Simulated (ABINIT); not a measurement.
# Run report: Sb, optical-spectrum calculation (part 2 of 2)

The same run, continued: Sb (Pm-3m, 1 atom in the cell); Kohn-Sham DFT of a periodic cell, PBEsol, PseudoDojo NC SR PBEsol v0.4.1 standard, no spin polarisation (ABINIT 10.8.3); cutoff 1088.46 eV, 8×8×8 k-mesh, fermi-dirac of 0.05 eV. The structure derives from an entry of the Crystallography Open Database.

Geometry of the input (Å; fractional positions):
```
3.0664  0.0000  0.0000
0.0000  3.0664  0.0000
0.0000  0.0000  3.0664
Sb 0.0000  0.0000  0.0000
```

What the program printed, continued:
```
--- !ResultsGS
iteration_state: {dtset: 1, }
comment   : Summary of ground state results
lattice_vectors:
- [  5.7947456,   0.0000000,   0.0000000, ]
- [  0.0000000,   5.7947456,   0.0000000, ]
- [  0.0000000,   0.0000000,   5.7947456, ]
lattice_lengths: [   5.79475,    5.79475,    5.79475, ]
lattice_angles: [ 90.000,  90.000,  90.000, ] # degrees, (23, 13, 12)
lattice_volume:   1.9458221E+02
convergence: {deltae:  3.169E-12, res2:  4.880E-16, residm:  8.032E-06, diffor: null, }
etotal    :  -9.07825047E+01
entropy   :   0.00000000E+00
fermie    :   2.62692476E-01
cartesian_stress_tensor: # hartree/bohr^3
- [  2.25430628E-05,   0.00000000E+00,   0.00000000E+00, ]
- [  0.00000000E+00,   2.25430628E-05,   0.00000000E+00, ]
- [  0.00000000E+00,   0.00000000E+00,   2.25430628E-05, ]
pressure_GPa:  -6.6324E-01
xred      :
- [  0.0000E+00,   0.0000E+00,   0.0000E+00, Sb]
cartesian_forces: # hartree/bohr
- [ -0.00000000E+00,  -0.00000000E+00,  -0.00000000E+00, ]
force_length_stats: {min:   0.00000000E+00, max:   0.00000000E+00, mean:   0.00000000E+00, }
...

 Integrated electronic density in atomic spheres:
 ------------------------------------------------
 Atom  Sphere_radius  Integrated_density
    1        2.00000         11.21965955
================================================================================

 ----iterations are completed or convergence reached----

 Mean square residual over all n,k,spin=   42.698E-09; max=  80.318E-07
 reduced coordinates (array xred) for    1 atoms
       0.000000000000      0.000000000000      0.000000000000
 rms dE/dt=  0.0000E+00; max dE/dt=  0.0000E+00; dE/dt below (all hartree)
    1       0.000000000000      0.000000000000      0.000000000000

 cartesian coordinates (angstrom) at end:
    1      0.00000000000000     0.00000000000000     0.00000000000000

 cartesian forces (hartree/bohr) at end:
    1     -0.00000000000000    -0.00000000000000    -0.00000000000000
 frms,max,avg= 0.0000000E+00 0.0000000E+00   0.000E+00  0.000E+00  0.000E+00 h/b

 cartesian forces (eV/Angstrom) at end:
    1     -0.00000000000000    -0.00000000000000    -0.00000000000000
 frms,max,avg= 0.0000000E+00 0.0000000E+00   0.000E+00  0.000E+00  0.000E+00 e/A
 length scales=  5.794745629300  5.794745629300  5.794745629300 bohr
              =  3.066447327925  3.066447327925  3.066447327925 angstroms
 Fermi (or HOMO) energy (hartree) =   0.26269   Average Vxc (hartree)=  -0.38801
 Eigenvalues (hartree) for nkpt=  20  k points:
 kpt#   1, nband= 12, wtk=  0.01563, kpt=  0.0625  0.0625  0.0625 (reduced coord)
  -0.81015   -0.81015   -0.80342   -0.80341   -0.80341   -0.19720    0.35840    0.35840
   0.36549    0.56502    0.56502    0.59989
      occupation numbers for kpt#   1
   2.00000    2.00000    2.00000    2.00000    2.00000    2.00000    0.00000    0.00000
   0.00000    0.00000    0.00000    0.00000
 prteigrs : prtvol=0 or 1, do not print more k-points.

--- !EnergyTerms
iteration_state     : {dtset: 1, }
comment             : Components of total free energy in Hartree
kinetic             :  5.31866238202357E+01
hartree             :  2.13410307809944E+01
xc                  : -2.25123422728097E+01
Ewald energy        : -5.50836890626614E+01
psp_core            :  2.03176924870518E+00
local_psp           : -7.05716220904761E+01
non_local_psp       : -1.91742294111843E+01
internal            : -9.07824589871963E+01
'-kT*entropy'       : -4.57421253547667E-05
total_energy        : -9.07825047293216E+01
total_energy_eV     : -2.47031780056717E+03
band_energy         : -7.71715113187121E+00
...

 Cartesian components of stress tensor (hartree/bohr^3)
  sigma(1 1)=  2.25430628E-05  sigma(3 2)=  0.00000000E+00
  sigma(2 2)=  2.25430628E-05  sigma(3 1)=  0.00000000E+00
  sigma(3 3)=  2.25430628E-05  sigma(2 1)=  0.00000000E+00

-Cartesian components of stress tensor (GPa)         [Pressure= -6.6324E-01 GPa]
- sigma(1 1)=  6.63239805E-01  sigma(3 2)=  0.00000000E+00
- sigma(2 2)=  6.63239805E-01  sigma(3 1)=  0.00000000E+00
- sigma(3 3)=  6.63239805E-01  sigma(2 1)=  0.00000000E+00

================================================================================
== DATASET  2 ==================================================================

--- !DatasetInfo
iteration_state: {dtset: 2, }
dimensions: {natom: 1, nkpt: 20, mband: 24, nsppol: 1, nspinor: 1, nspden: 1, mpw: 2370, }
cutoff_energies: {ecut:  40.0, pawecutdg:  -1.0, }
electrons: {nelect:   1.50000000E+01, charge:   0.00000000E+00, occopt:   3.00000000E+00, tsmear:   1.83747000E-03, }
meta: {optdriver: 0, ionmov: 0, optcell: 0, iscf: -3, paral_kgb: 0, }
...

 mkfilename : getden/=0, take file _DEN from output of DATASET   1.

 Real(R)+Recip(G) space primitive vectors, cartesian coordinates (Bohr,Bohr^-1):
 R(1)=  5.7947456  0.0000000  0.0000000  G(1)=  0.1725701  0.0000000  0.0000000
 R(2)=  0.0000000  5.7947456  0.0000000  G(2)=  0.0000000  0.1725701  0.0000000
 R(3)=  0.0000000  0.0000000  5.7947456  G(3)=  0.0000000  0.0000000  0.1725701
 Unit cell volume ucvol=  1.9458221E+02 bohr^3
 Angles (23,13,12)=  9.00000000E+01  9.00000000E+01  9.00000000E+01 degrees

 getcut: wavevector=  0.0000  0.0000  0.0000  ngfft=  36  36  36
         ecut(hartree)=     40.000   => boxcut(ratio)=   2.18209
--------------------------------------------------------------------------------

================================================================================

--- !BeginCycle
iteration_state: {dtset: 2, }
solver: {iscf: -3, nstep: 120, nline: 4, wfoptalg: 0, }
tolerances: {tolwfr: 1.00E-12, }
...

     iter   Etot(hartree)      deltaE(h)  residm     vres2
 Non-SCF case, kpt    1 (  0.06250  0.06250  0.06250), residuals and eigenvalues=
  3.65E-13  1.23E-13  2.43E-13  3.63E-13  7.09E-13  8.33E-13  5.26E-13  8.80E-14
  4.85E-13  8.96E-13  5.09E-13  2.12E-13  5.22E-13  4.13E-13  4.50E-13  7.63E-13
  7.89E-13  9.96E-14  6.68E-13  7.69E-13  9.95E-13  9.80E-13  8.04E-11  7.57E-06
 -8.1015E-01 -8.1015E-01 -8.0342E-01 -8.0341E-01 -8.0341E-01 -1.9720E-01
  3.5840E-01  3.5840E-01  3.6549E-01  5.6502E-01  5.6502E-01  5.9989E-01
  9.1987E-01  9.1987E-01  9.5195E-01  1.0040E+00  1.0427E+00  1.0427E+00
  1.1026E+00  1.1026E+00  1.1483E+00  1.2106E+00  1.2106E+00  1.3462E+00
 prteigrs : prtvol=0 or 1, do not print more k-points.

--- !ResultsGS
iteration_state: {dtset: 2, }
comment   : Summary of ground state results
lattice_vectors:
- [  5.7947456,   0.0000000,   0.0000000, ]
- [  0.0000000,   5.7947456,   0.0000000, ]
- [  0.0000000,   0.0000000,   5.7947456, ]
lattice_lengths: [   5.79475,    5.79475,    5.79475, ]
lattice_angles: [ 90.000,  90.000,  90.000, ] # degrees, (23, 13, 12)
lattice_volume:   1.9458221E+02
convergence: {deltae:  0.000E+00, res2:  0.000E+00, residm:  9.968E-13, diffor:  0.000E+00, }
etotal    :  -9.07825047E+01
entropy   :   0.00000000E+00
fermie    :   2.62692477E-01
cartesian_stress_tensor: null
pressure_GPa: null
xred      :
- [  0.0000E+00,   0.0000E+00,   0.0000E+00, Sb]
cartesian_forces: null
force_length_stats: {min: null, max: null, mean: null, }
...

 Integrated electronic density in atomic spheres:
 ------------------------------------------------
 Atom  Sphere_radius  Integrated_density
    1        2.00000         11.21965953
================================================================================

 ----iterations are completed or convergence reached----

 Mean square residual over all n,k,spin=   50.435E-14; max=  99.678E-14
 reduced coordinates (array xred) for    1 atoms
       0.000000000000      0.000000000000      0.000000000000

 cartesian coordinates (angstrom) at end:
    1      0.00000000000000     0.00000000000000     0.00000000000000
 length scales=  5.794745629300  5.794745629300  5.794745629300 bohr
              =  3.066447327925  3.066447327925  3.066447327925 angstroms
 Eigenvalues (hartree) for nkpt=  20  k points:
 kpt#   1, nband= 24, wtk=  0.01563, kpt=  0.0625  0.0625  0.0625 (reduced coord)
  -0.81015   -0.81015   -0.80342   -0.80341   -0.80341   -0.19720    0.35840    0.35840
   0.36549    0.56502    0.56502    0.59989    0.91987    0.91987    0.95195    1.00404
   1.04274    1.04274    1.10261    1.10261    1.14828    1.21063    1.21063    1.34622
      occupation numbers for kpt#   1
   2.00000    2.00000    2.00000    2.00000    2.00000    2.00000    0.00000    0.00000
   0.00000    0.00000    0.00000    0.00000    0.00000    0.00000    0.00000    0.00000
   0.00000    0.00000    0.00000    0.00000    0.00000    0.00000    0.00000    0.00000
 prteigrs : prtvol=0 or 1, do not print more k-points.

--- !EnergyTerms
iteration_state     : {dtset: 2, }
comment             : Components of total free energy in Hartree
kinetic             :  5.31866240561332E+01
hartree             :  2.13410307809944E+01
xc                  : -2.25123422728097E+01
Ewald energy        : -5.50836890626614E+01
psp_core            :  2.03176924870518E+00
local_psp           : -7.05716220904761E+01
non_local_psp       : -1.91742295150279E+01
internal            : -9.07824588551424E+01
'-kT*entropy'       : -4.57421253720964E-05
total_energy        : -9.07825045972677E+01
...

--- !EnergyTermsDC
iteration_state     : {dtset: 2, }
comment             : '"Double-counting" decomposition of free energy'
band_energy         : -7.71715112231042E+00
Ewald energy        : -5.50836890626614E+01
psp_core            :  2.03176924870518E+00
xc_dc               : -3.00133880509307E+01
internal            : -9.07824589871973E+01
'-kT*entropy'       : -4.57421253720964E-05
total_energy_dc     : -9.07825047293227E+01
...

================================================================================
== DATASET  3 ==================================================================

--- !DatasetInfo
iteration_state: {dtset: 3, }
dimensions: {natom: 1, nkpt: 20, mband: 20, nsppol: 1, nspinor: 1, nspden: 1, mpw: 2370, }
cutoff_energies: {ecut:  40.0, pawecutdg:  -1.0, }
electrons: {nelect:   1.50000000E+01, charge:   0.00000000E+00, occopt:   3.00000000E+00, tsmear:   1.83747000E-03, }
meta: {optdriver: 8, wfk_task: 7, }
...

 mkfilename : getwfk/=0, take file _WFK from output of DATASET   2.

--------------------------------------------------------------------------------

 Computation of velocity matrix elements (DDK)

 Parameters extracted from the Abinit header:
    ecut:     40.0
    nkpt:    512
    mband:   24
    nsppol:  1
    nspinor: 1
    useylm:  0
    inclvkb: 2
    bmin: 1, bmax: 24
    Computing diagonal and off-diagonal matrix elements
    Between band index bmin: 1, bmax: 24

== END DATASET(S) ==============================================================
================================================================================

 -outvars: echo values of variables after computation  --------
            acell      5.7947456293E+00  5.7947456293E+00  5.7947456293E+00 Bohr
           etotal1    -9.0782504729E+01
           etotal2    -9.0782504729E+01
           etotal3     0.0000000000E+00
            fcart1    -0.0000000000E+00 -0.0000000000E+00 -0.0000000000E+00
            fcart3     0.0000000000E+00  0.0000000000E+00  0.0000000000E+00
           strten1     2.2543062782E-05  2.2543062782E-05  2.2543062782E-05
                       0.0000000000E+00  0.0000000000E+00  0.0000000000E+00
           strten3     0.0000000000E+00  0.0000000000E+00  0.0000000000E+00
                       0.0000000000E+00  0.0000000000E+00  0.0000000000E+00
 Calculation completed.
```

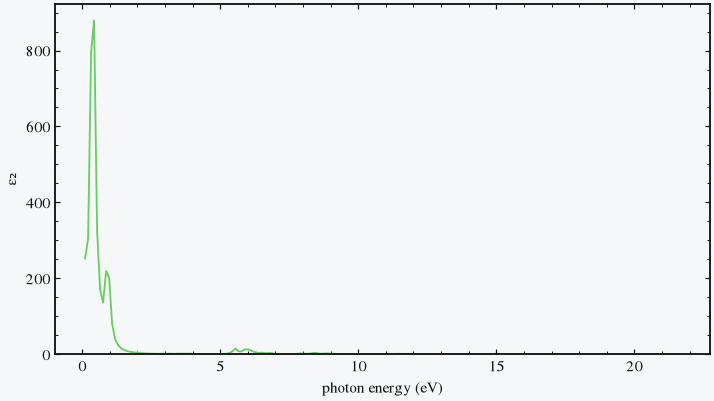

Figure 1. Imaginary part of the dielectric function (first component that the program prints). The highest peak, 878.8, lies at 0.43 eV.

Key numbers:

- outcome: converged
- space group (tolerance 0.01 Å): Pm-3m (221)
- electrons treated: 15
- free energy: −2470.3178 eV
- Fermi energy: 7.148 eV
- pressure: −0.66 GPa
- largest force (length of the vector): under 0.001 eV/Å
- hardware: 1 thread of Intel Xeon @ 2.50GHz (Skylake/Cascade Lake), 96 GiB of memory available, shared host
- wall time: 65 s
- peak memory: 0.55 GiB

Points of doubt noted for this run: no intraband term.
